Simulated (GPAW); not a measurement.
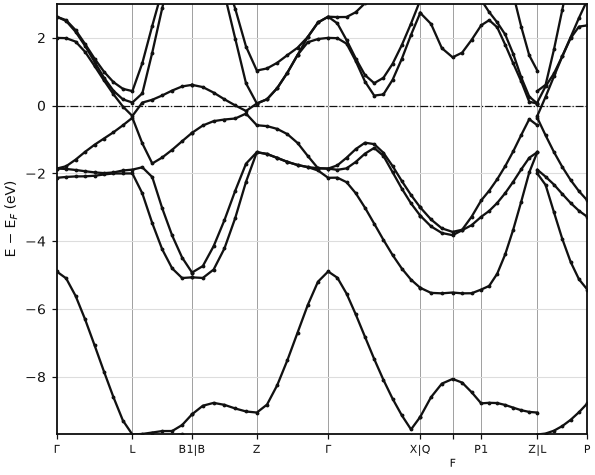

Band structure. Energies are counted from the Fermi level.

> What lattice type does the k path imply?

A rhombohedral lattice: the path Γ–L–B1|B–Z–Γ–X|Q–F–P1–Z|L–P runs through the special points of its Brillouin zone.

Structure: Sb, space group R-3m, 2 atoms in the primitive cell; a = 4.308 Å, c = 11.274 Å (hexagonal axes).

Computed with GPAW 26.7.0: PBEsol, PAW data sets generated in the run's folder for this functional, no spin polarisation, no spin-orbit coupling, 8×8×8 k mesh, 600 eV cutoff, Fermi-Dirac smearing of 0.05 eV.

> Does this material conduct, going by its bands?

A metal: 1 band crosses the Fermi level along this path.

> Which levels at Z lie nearest to the Fermi level?

At Z the nearest levels lie 0.58 eV below and 0.06 eV above the Fermi level.

> What closes the gap that the band count would allow?

The first band beyond the electron count dips to 0.31 eV below the Fermi level at L, under the top of the band before it between B and Z: an overlap of 0.07 eV. The holes that balance these electrons are too few to show here, so the Fermi level is uncertain on this mesh.

Spin-orbit coupling is left out, which matters for Sb. Bands are joined in order of energy, so crossings between the computed points show as kinks or gaps. In reduced coordinates of the cell that was run, L is (0.5, 0, 0), B1 is (0.5, 0.24, −0.24), B is (0.76, 0.5, 0.24), Z is (0.5, 0.5, 0.5), X is (0.37, 0, −0.37), Q is (0.63, 0.37, 0), F is (0.5, 0.5, 0), P1 is (0.63, 0.63, 0.24) and P is (0.76, 0.37, 0.37).
